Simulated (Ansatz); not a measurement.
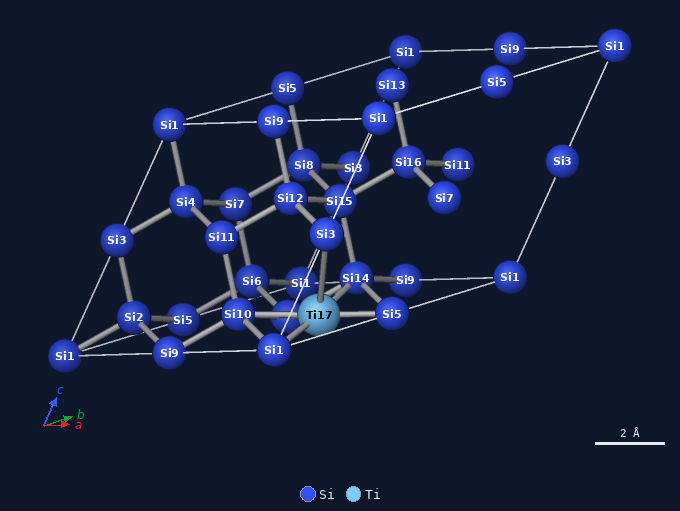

Figure 1. The input geometry (ball-and-stick view of the cell of the calculation, seen at an oblique angle; atoms are numbered from 1 in the order of the input).

# Run report: TiSi16, geometry relaxation (part 1 of 2)

TiSi16 (defect cell, 17 atoms in the cell), computed with DFT PBE-D3(BJ), scalar-relativistic, plane waves, PAW, PAW set soft_1, no spin polarisation (Ansatz 0.2.0).

It belongs to a series of runs on one base structure; here: end point A relaxed. Figures and captions count atoms from 1; the log counts them from 0 in places.

The input:
```yaml
crystal:
  lattice:
    - [0.0, 5.43, 5.43]
    - [5.43, 0.0, 5.43]
    - [5.43, 5.43, 0.0]
  atoms:
    - { symbol: Si, position: [0.0, 0.0, 0.0] }
    - { symbol: Si, position: [0.125, 0.125, 0.125] }
    - { symbol: Si, position: [0.0, 0.0, 0.5] }
    - { symbol: Si, position: [0.125, 0.125, 0.625] }
    - { symbol: Si, position: [0.0, 0.5, 0.0] }
    - { symbol: Si, position: [0.125, 0.625, 0.125] }
    - { symbol: Si, position: [0.0, 0.5, 0.5] }
    - { symbol: Si, position: [0.125, 0.625, 0.625] }
    - { symbol: Si, position: [0.5, 0.0, 0.0] }
    - { symbol: Si, position: [0.625, 0.125, 0.125] }
    - { symbol: Si, position: [0.5, 0.0, 0.5] }
    - { symbol: Si, position: [0.625, 0.125, 0.625] }
    - { symbol: Si, position: [0.5, 0.5, 0.0] }
    - { symbol: Si, position: [0.625, 0.625, 0.125] }
    - { symbol: Si, position: [0.5, 0.5, 0.5] }
    - { symbol: Si, position: [0.625, 0.625, 0.625] }
    - { symbol: Ti, position: [0.8274241, 0.3175388, 0.0562874] }
basis:
  ecutwfc: 420.0
kpoints:
  mp_grid: { grid: [2, 2, 2] }
hamiltonian:
  xc: pbe
  dispersion: d3bj
  pseudopotentials: { kind: paw, azcp: { folder: soft_1 } }
scf:
  occupations: { method: fermi_dirac, width: 0.02 }
  lower_state_search: "off"
relax:
  f_tol: 0.03
  max_steps: 60
  adjacent_minimum: "off"
```

Run as:
```bash
ansatz run input.yaml --threads 1 --pin off --max-ram 3072MiB --backend cpu --events-out ev --progress --plain --runs-dir out
```

Output:
```
Engine: ansatz 0.2.0, aarch64-unknown-linux-gnu
Pseudopotentials: kind: paw
Pseudopotential: Si, paw, valence charge 4, recommended cutoff 420 eV (normal), [file]
Pseudopotential: Ti, paw, valence charge 12, recommended cutoff 420 eV (normal), [file]
Functional definition: PBE
  parameter kappa = 0.804
  parameter beta = 0.06672455060314922
  exchange = pbe_x(kappa = kappa, mu = beta*pi^2/3)
  correlation = pbe_c(beta = beta)
Crystal: 17 atoms, lattice volume = 320.206 Å³
Basis set: ecut = 420 eV, 6231 PW (Γ), exchange–correlation on 108×108×108 points (8 copies of the dense FFT grid, shifted against one another)
Bands: 55, of which v1, the nominal top of the filled ones, is band 38 counted from 1 (37 counted from 0)
Symmetry: 1 space group operations
Space group: P1 (ITA 1), of the structure as read, at distance tolerance 6.8e-5 Å
k-points: 8
Non-local potential: Si, projectors of the file, l = 0: 2, l = 1: 2, l = 2: 1
Non-local potential: Ti, projectors of the file, l = 0: 3, l = 1: 2, l = 2: 3, l = 3: 1
PAW form: soft (Blöchl's): semilocal exchange-correlation on the pseudo side does not see the compensation charge
PAW one-centre angular grid: Si, 110 points (default); XC on 64 Gauss nodes
PAW one-centre angular grid: Ti, 590 points (default); XC on 64 Gauss nodes
Initial density: superposition of atomic densities (chi_scale 0.1, normalization cell, long waves kept (reshape's long-wave potential 0.02 eV rms))
Initial wavefunctions: pseudopotential atomic-orbital guess
Functional: x = pbe(κ = 0.804, μ = 0.2195149727645171), c = pbe(β = 0.06672455060314922)
SCF iter   1: F=—  HF=-12683.331072 eV  |F-HF|=—  |Δ(HF+E_count)|=         —  Δρ=1.22e-1  dr2=1.30e2  ethr=3.10e-3  ⟨swp⟩=8.2  Hψ=2397  notcnv=0  defer=33
preconditioner: auto → Resta (q_TF=auto, 2.147 Å⁻¹)  ε∞=6.1  [insulator: Δε(μ)=0.100 eV  Ē_g=7.586 eV  σ=0.020 eV  W_gap=0.85  n_scr=58 (ndim 8)  ℏωp=17.1 eV  f_vac=0.000  D(μ)=4.18/eV (n_scr^D=14)  ε∞_Penn≈6.1]
SCF iter   2: F=—  HF=-12675.048241 eV  |F-HF|=—  |Δ(HF+E_count)|=    8.28e0  Δρ=4.85e-2  dr2=1.97e1  ethr=3.10e-3  ⟨swp⟩=4.2  Hψ=1008  notcnv=0  defer=68
SCF iter   3: F=—  HF=-12672.762709 eV  |F-HF|=—  |Δ(HF+E_count)|=    2.29e0  Δρ=1.48e-2  dr2=1.44e0  ethr=3.10e-3  ⟨swp⟩=3.4  Hψ=915  notcnv=0  defer=64
SCF iter   4: F=—  HF=-12672.625507 eV  |F-HF|=—  |Δ(HF+E_count)|=   1.37e-1  Δρ=4.51e-3  dr2=9.92e-2  ethr=1.89e-3  ⟨swp⟩=2.4  Hψ=495  notcnv=0  defer=61
SCF iter   5: F=—  HF=-12672.618199 eV  |F-HF|=—  |Δ(HF+E_count)|=   7.31e-3  Δρ=1.49e-3  dr2=2.03e-2  ethr=1.31e-4  ⟨swp⟩=3.4  Hψ=891  notcnv=0  defer=61
SCF iter   6: F=—  HF=-12672.617344 eV  |F-HF|=—  |Δ(HF+E_count)|=   8.55e-4  Δρ=5.01e-4  dr2=1.24e-3  ethr=2.68e-5  ⟨swp⟩=2.4  Hψ=623  notcnv=0  defer=61
SCF iter   7: F=—  HF=-12672.617288 eV  |F-HF|=—  |Δ(HF+E_count)|=   5.58e-5  Δρ=9.41e-5  dr2=3.60e-5  ethr=1.63e-6  ⟨swp⟩=2.0  Hψ=736  notcnv=0  defer=61
SCF iter   8: F=-12672.617307 eV  HF=-12672.617310 eV  |F-HF|=3.53e-6  |Δ(HF+E_count)|=   2.23e-5  Δρ=2.91e-5  dr2=6.09e-6  ethr=2.96e-8  ⟨swp⟩=5.0  Hψ=1373  notcnv=0
SCF 1 converged in 8 iterations: F = -12672.617307 eV  dr2 = 6.09e-6
  greatest PAW one-centre occupation: 0.998 electrons in one spin orbital (limit 2), on the Ti atom at site 16 (counted from 0), in its partial waves of l = 0
relax step   1: F+E_penalty+E_count = -12672.61730691 eV  Δ(F+E_penalty+E_count) = +0.000e0 eV  max|allowed force component| = 4.536e0 eV/Å  Δτ_max = 0.0000 Å  (8 SCF iters, dr2 threshold 2.25e-5 eV, accepted)
Initial density: handed on by an earlier stage of this run
Initial wavefunctions: those handed on with the density
SCF iter   1: F=—  HF=-12674.439973 eV  |F-HF|=—  |Δ(HF+E_count)|=         —  Δρ=2.21e-2  dr2=4.62e0  ethr=3.10e-3  ⟨swp⟩=5.9  Hψ=1533  notcnv=0  defer=37
preconditioner: auto → Resta (q_TF=auto, 2.147 Å⁻¹)  ε∞=6.1  [insulator: Δε(μ)=0.118 eV  Ē_g=7.574 eV  σ=0.020 eV  W_gap=0.67  n_scr=58 (ndim 8)  ℏωp=17.1 eV  f_vac=0.000  D(μ)=9.53/eV (n_scr^D=64)  ε∞_Penn≈6.1]
SCF iter   2: F=—  HF=-12674.073746 eV  |F-HF|=—  |Δ(HF+E_count)|=   3.66e-1  Δρ=5.67e-3  dr2=1.75e-1  ethr=3.10e-3  ⟨swp⟩=2.9  Hψ=630  notcnv=0  defer=58
SCF iter   3: F=—  HF=-12674.055165 eV  |F-HF|=—  |Δ(HF+E_count)|=   1.86e-2  Δρ=1.96e-3  dr2=1.03e-2  ethr=2.30e-4  ⟨swp⟩=3.0  Hψ=516  notcnv=0  defer=65
SCF iter   4: F=—  HF=-12674.054813 eV  |F-HF|=—  |Δ(HF+E_count)|=   3.52e-4  Δρ=3.62e-4  dr2=6.70e-4  ethr=1.36e-5  ⟨swp⟩=2.9  Hψ=712  notcnv=0  defer=65
iter 5 did not close the SCF: its close was put off for the readings that it lacked (scf_convergence_deferred on its scf_iter line)
SCF iter   5: F=-12674.054790 eV  HF=-12674.054802 eV  |F-HF|=1.16e-5  |Δ(HF+E_count)|=   1.10e-5  Δρ=6.38e-5  dr2=2.89e-5  ethr=8.82e-7  ⟨swp⟩=2.2  Hψ=539  notcnv=0  defer=65
SCF iter   6: F=-12674.054803 eV  HF=-12674.054804 eV  |F-HF|=1.11e-6  |Δ(HF+E_count)|=   2.66e-6  Δρ=2.20e-5  dr2=2.86e-6  ethr=3.80e-8  ⟨swp⟩=2.5  Hψ=1381  notcnv=0
SCF 2 converged in 6 iterations: F = -12674.054803 eV  dr2 = 2.86e-6
relax step   2: F+E_penalty+E_count = -12674.05480338 eV  Δ(F+E_penalty+E_count) = -1.437e0 eV  max|allowed force component| = 1.528e0 eV/Å  Δτ_max = 0.1115 Å  (6 SCF iters, dr2 threshold 1.00e-4 eV, accepted)
iter 1 solved again at ethr=2.69e-3 eV; its pass at ethr=3.10e-3 eV (dr2=2.04e0 eV) is discarded
SCF iter   1: F=—  HF=-12674.457547 eV  |F-HF|=—  |Δ(HF+E_count)|=         —  Δρ=1.54e-2  dr2=2.05e0  ethr=2.69e-3  ⟨swp⟩=1.0  Hψ=1735  notcnv=0  defer=35
preconditioner: auto → Resta (q_TF=auto, 2.147 Å⁻¹)  ε∞=6.2  [insulator: Δε(μ)=0.059 eV  Ē_g=7.506 eV  σ=0.020 eV  W_gap=0.59  n_scr=58 (ndim 8)  ℏωp=17.1 eV  f_vac=0.000  D(μ)=14.72/eV (n_scr^D=136)  ε∞_Penn≈6.2]
SCF iter   2: F=—  HF=-12674.340460 eV  |F-HF|=—  |Δ(HF+E_count)|=   1.17e-1  Δρ=5.77e-3  dr2=2.07e-1  ethr=2.69e-3  ⟨swp⟩=2.0  Hψ=423  notcnv=0  defer=35
SCF iter   3: F=—  HF=-12674.322944 eV  |F-HF|=—  |Δ(HF+E_count)|=   1.75e-2  Δρ=1.66e-3  dr2=1.35e-2  ethr=2.72e-4  ⟨swp⟩=2.9  Hψ=489  notcnv=0  defer=53
SCF iter   4: F=—  HF=-12674.322104 eV  |F-HF|=—  |Δ(HF+E_count)|=   8.39e-4  Δρ=2.09e-4  dr2=1.47e-4  ethr=1.77e-5  ⟨swp⟩=2.9  Hψ=546  notcnv=0  defer=59
iter 5 did not close the SCF: its close was put off for the readings that it lacked (scf_convergence_deferred on its scf_iter line)
SCF iter   5: F=-12674.322168 eV  HF=-12674.322175 eV  |F-HF|=6.59e-6  |Δ(HF+E_count)|=   7.06e-5  Δρ=5.50e-5  dr2=1.33e-5  ethr=1.94e-7  ⟨swp⟩=2.0  Hψ=665  notcnv=0  defer=59
SCF iter   6: F=-12674.322176 eV  HF=-12674.322176 eV  |F-HF|=1.31e-7  |Δ(HF+E_count)|=   5.55e-7  Δρ=9.96e-6  dr2=6.57e-7  ethr=1.75e-8  ⟨swp⟩=1.8  Hψ=1189  notcnv=0
SCF 3 converged in 6 iterations: F = -12674.322176 eV  dr2 = 6.57e-7
  greatest PAW one-centre occupation: 0.999 electrons in one spin orbital (limit 2), on the Ti atom at site 16 (counted from 0), in its partial waves of l = 0
relax step   3: F+E_penalty+E_count = -12674.32217551 eV  Δ(F+E_penalty+E_count) = -2.674e-1 eV  max|allowed force component| = 2.587e-1 eV/Å  Δτ_max = 0.0908 Å  (6 SCF iters, dr2 threshold 1.00e-4 eV, accepted)
[...]
preconditioner: auto → Resta (q_TF=auto, 2.147 Å⁻¹)  ε∞=6.3  [insulator: Δε(μ)=0.059 eV  Ē_g=7.463 eV  σ=0.020 eV  W_gap=0.54  n_scr=58 (ndim 8)  ℏωp=17.1 eV  f_vac=0.000  D(μ)=17.97/eV (n_scr^D=168)  ε∞_Penn≈6.3]
preconditioner: auto → Kerker (q_TF=auto, 2.147 Å⁻¹)  [metal: Δε(μ)=0.022 eV  Ē_g=7.456 eV  σ=0.020 eV  W_gap=0.26  n_scr=58 (ndim 8)  ℏωp=17.1 eV  f_vac=0.000  D(μ)=20.07/eV (n_scr^D=180)]
relax step   4: F+E_penalty+E_count = -12674.37365000 eV  Δ(F+E_penalty+E_count) = -5.147e-2 eV  max|allowed force component| = 3.363e-1 eV/Å  Δτ_max = 0.0796 Å  (6 SCF iters, dr2 threshold 4.18e-6 eV, accepted)
preconditioner: auto → Resta (q_TF=auto, 2.147 Å⁻¹)  ε∞=6.3  [insulator: Δε(μ)=0.055 eV  Ē_g=7.434 eV  σ=0.020 eV  W_gap=0.53  n_scr=58 (ndim 8)  ℏωp=17.1 eV  f_vac=0.000  D(μ)=9.74/eV (n_scr^D=64)  ε∞_Penn≈6.3]
preconditioner: auto → Kerker (q_TF=auto, 2.147 Å⁻¹)  [metal: Δε(μ)=0.005 eV  Ē_g=7.423 eV  σ=0.020 eV  W_gap=0.07  n_scr=58 (ndim 8)  ℏωp=17.1 eV  f_vac=0.000  D(μ)=12.64/eV (n_scr^D=112)]
relax step   5: F+E_penalty+E_count = -12674.65302432 eV  Δ(F+E_penalty+E_count) = -2.794e-1 eV  max|allowed force component| = 1.041e0 eV/Å  Δτ_max = 0.2000 Å  (6 SCF iters, dr2 threshold 7.07e-6 eV, accepted)
eigensolver tolerance schedule calibrated: the retry pair's looser diagonalisation under-reported the residual by θ = 0.09 (0.10/decade); ethr = c·dr2/N_el runs at the constant in force after the calibration composes with the one it found (an armed cap, an earlier calibration), c = 9.7e-2
preconditioner: auto → Kerker (q_TF=auto, 2.147 Å⁻¹)  [metal: Δε(μ)=0.002 eV  Ē_g=7.443 eV  σ=0.020 eV  W_gap=0.02  n_scr=58 (ndim 8)  ℏωp=17.1 eV  f_vac=0.000  D(μ)=15.67/eV (n_scr^D=136)]
relax step   6: F+E_penalty+E_count = -12675.02025665 eV  Δ(F+E_penalty+E_count) = -3.672e-1 eV  max|allowed force component| = 1.013e0 eV/Å  Δτ_max = 0.2000 Å  (6 SCF iters, dr2 threshold 1.00e-4 eV, accepted)
eigensolver tolerance schedule calibrated: the retry pair's looser diagonalisation under-reported the residual by θ = 0.12 (0.15/decade); ethr = c·dr2/N_el runs at the constant in force after the calibration composes with the one it found (an armed cap, an earlier calibration), c = 4.3e-2
preconditioner: auto → Kerker (q_TF=auto, 2.147 Å⁻¹)  [metal: Δε(μ)=0.020 eV  Ē_g=7.468 eV  σ=0.020 eV  W_gap=0.24  n_scr=58 (ndim 8)  ℏωp=17.1 eV  f_vac=0.000  D(μ)=23.20/eV (n_scr^D=258)]
relax step   7: F+E_penalty+E_count = -12675.39798051 eV  Δ(F+E_penalty+E_count) = -3.777e-1 eV  max|allowed force component| = 7.089e-1 eV/Å  Δτ_max = 0.1910 Å  (6 SCF iters, dr2 threshold 1.00e-4 eV, accepted)
eigensolver tolerance schedule calibrated: the retry pair's looser diagonalisation under-reported the residual by θ = 0.08 (0.13/decade); ethr = c·dr2/N_el runs at the constant in force after the calibration composes with the one it found (an armed cap, an earlier calibration), c = 6.3e-2
preconditioner: auto → Kerker (q_TF=auto, 2.147 Å⁻¹)  [metal: Δε(μ)=0.034 eV  Ē_g=7.512 eV  σ=0.020 eV  W_gap=0.38  n_scr=58 (ndim 8)  ℏωp=17.1 eV  f_vac=0.000  D(μ)=20.07/eV (n_scr^D=180)]
relax step   8: F+E_penalty+E_count = -12675.79481963 eV  Δ(F+E_penalty+E_count) = -3.968e-1 eV  max|allowed force component| = 5.475e-1 eV/Å  Δτ_max = 0.1913 Å  (6 SCF iters, dr2 threshold 1.00e-4 eV, accepted)
preconditioner: auto → Kerker (q_TF=auto, 2.147 Å⁻¹)  [metal: Δε(μ)=0.007 eV  Ē_g=7.562 eV  σ=0.020 eV  W_gap=0.09  n_scr=58 (ndim 8)  ℏωp=17.1 eV  f_vac=0.000  D(μ)=25.47/eV (n_scr^D=282)]
relax step   9: F+E_penalty+E_count = -12676.04272390 eV  Δ(F+E_penalty+E_count) = -2.479e-1 eV  max|allowed force component| = 2.067e-1 eV/Å  Δτ_max = 0.2000 Å  (6 SCF iters, dr2 threshold 1.00e-4 eV, accepted)
preconditioner: auto → Resta (q_TF=auto, 2.147 Å⁻¹)  ε∞=6.1  [insulator: Δε(μ)=0.058 eV  Ē_g=7.571 eV  σ=0.020 eV  W_gap=0.61  n_scr=58 (ndim 8)  ℏωp=17.1 eV  f_vac=0.000  D(μ)=19.37/eV (n_scr^D=180)  ε∞_Penn≈6.1]
relax step  10: F+E_penalty+E_count = -12676.06362163 eV  Δ(F+E_penalty+E_count) = -2.090e-2 eV  max|allowed force component| = 7.080e-2 eV/Å  Δτ_max = 0.0736 Å  (6 SCF iters, dr2 threshold 6.09e-6 eV, accepted)
preconditioner: auto → Resta (q_TF=auto, 2.147 Å⁻¹)  ε∞=6.1  [insulator: Δε(μ)=0.067 eV  Ē_g=7.568 eV  σ=0.020 eV  W_gap=0.66  n_scr=58 (ndim 8)  ℏωp=17.1 eV  f_vac=0.000  D(μ)=16.67/eV (n_scr^D=168)  ε∞_Penn≈6.1]
relax step  11: F+E_penalty+E_count = -12676.06428921 eV  Δ(F+E_penalty+E_count) = -6.676e-4 eV  max|allowed force component| = 7.058e-2 eV/Å  Δτ_max = 0.0151 Å  (6 SCF iters, accepted)
preconditioner: auto → Resta (q_TF=auto, 2.147 Å⁻¹)  ε∞=6.1  [insulator: Δε(μ)=0.061 eV  Ē_g=7.568 eV  σ=0.020 eV  W_gap=0.63  n_scr=58 (ndim 8)  ℏωp=17.1 eV  f_vac=0.000  D(μ)=18.89/eV (n_scr^D=168)  ε∞_Penn≈6.1]
relax step  12: F+E_penalty+E_count = -12676.06554164 eV  Δ(F+E_penalty+E_count) = -1.252e-3 eV  max|allowed force component| = 1.423e-2 eV/Å  Δτ_max = 0.0086 Å  (6 SCF iters, accepted)
```

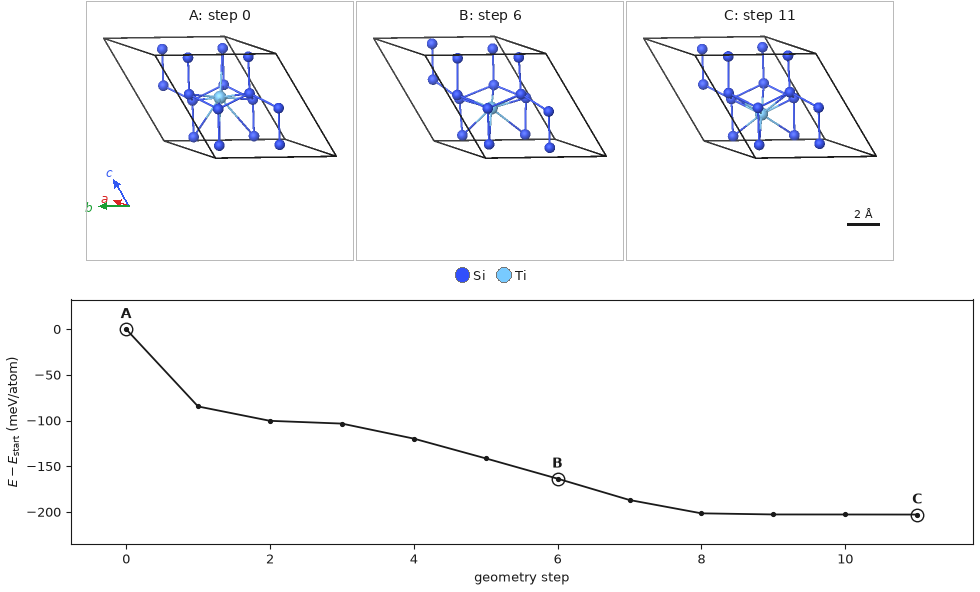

Figure 2. Frames of the relaxation (ball-and-stick view of the cell of the calculation (origin shifted), seen at an oblique angle) above the curves, on which the letters mark them (the first geometry is step 0 here and step 1 in the log).

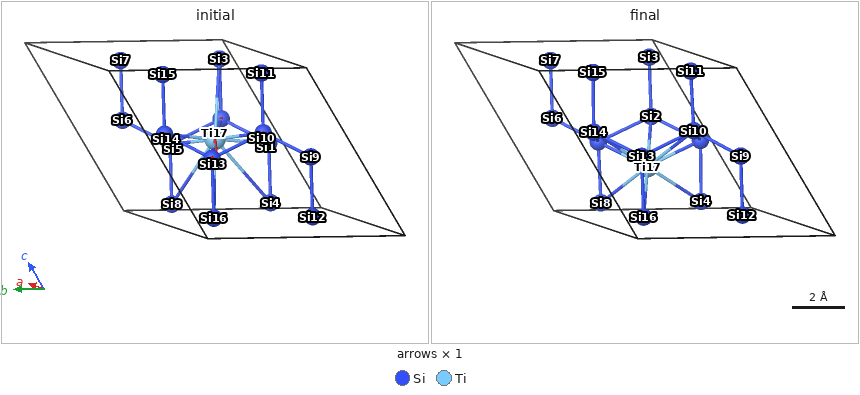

Figure 3. Before (left) and after (right) the relaxation, at one scale (ball-and-stick view of the cell of the calculation (origin shifted), seen at an oblique angle). The red arrows give the displacements, at true length. After 11 geometry steps the energy has fallen by 203 meV per atom. The largest force component goes from 4.5 to 0.014 eV/Å. The atom that moves furthest is Ti17 (1.07 Å). By element the largest moves are Ti 1.07 Å, Si 0.12 Å. The cell doesn't change. Among the contacts that change: Si12–Ti17 3.568 → 4.692 Å, Si7–Ti17 3.490 → 2.424 Å, Si3–Ti17 3.505 → 4.491 Å, Si16–Ti17 3.552 → 2.755 Å. New bonds form: Si16–Ti17 (3.55 → 2.76 Å), Si7–Ti17 (3.49 → 2.42 Å). Among the angles that change: Si4–Si1–Ti17 99.0° → 69.6°, Si6–Si5–Ti17 151.0° → 179.6°, Si6–Si1–Ti17 151.4° → 179.4°. (Atoms are counted from 1 in the order of the input.)

```
Free energy (F): -12676.065542 eV
Harris-Foulkes:  -12676.065542 eV  (|F-HF|=6.71e-10)
[...]
Internal energy: -12676.040933 eV  (E = F + TS)
E sigma→0 (E₀):  -12676.053237 eV
Entropy (-TS):   -0.024609 eV (-1.448 meV/atom)
Fermi energy:    7.591308 eV
--- Per-component energies (eV) ---
  E_band       = -107.529552
  E_kinetic    = 946.245356
  E_local      = -2116.812659  (includes V_loc(G=0)·N_el)
  E_nonlocal   = 426.982929
  E_hartree    = 876.365735
  E_xc         = -1023.396993
  E_vxc        = -915.002755  (∫ρ·V_xc dr)
  E_paw        = -9229.282465  (= ΣΔE_a)
  E_vpaw       = -201.672931  (= ΣTr[D̂ρ^β])
  E_aug_tail   = 0.000519  (compensation charges beyond the density's cutoff)
  E_ewald      = -2550.304178
  E_disp       = -5.839177  (pairwise vdW)
  E_smearing   = -0.024609  (= −TS)
  E_closure    = -0.000000  (closes the sum)
  Σ components = -12676.065542   (vs F -12676.065542, Δ=0.00e0)
--- Forces (eV/Å), atoms counted from 1 ---
  atom   1  Si     0.00341405     0.00297503    -0.00289893
  atom   2  Si    -0.00205224    -0.00858076     0.00544003
  atom   3  Si     0.00152705    -0.00142626    -0.01090476
  atom   4  Si     0.00333741     0.00582889    -0.00290922
  atom   5  Si     0.00171005     0.00052245    -0.00539676
  atom   6  Si     0.00517804     0.00213014    -0.00090552
  atom   7  Si    -0.01422868    -0.01332873     0.01247019
  atom   8  Si     0.00389757     0.00158181     0.00215928
  atom   9  Si     0.01164376     0.00130766     0.00630035
  atom  10  Si    -0.00568826    -0.00765326     0.00796624
  atom  11  Si     0.00742712     0.01153107    -0.00554632
  atom  12  Si    -0.00309921    -0.00343142     0.00436955
  atom  13  Si     0.00190090     0.00512795    -0.00065017
  atom  14  Si    -0.01209108     0.00054538     0.00086989
  atom  15  Si    -0.00710668     0.00076023    -0.00614103
  atom  16  Si     0.00629512     0.00134668    -0.00097830
  atom  17  Ti    -0.00206883     0.00076079    -0.00324207
  max |Σ_I F_I| component: 3.92e-6 eV/Å
```
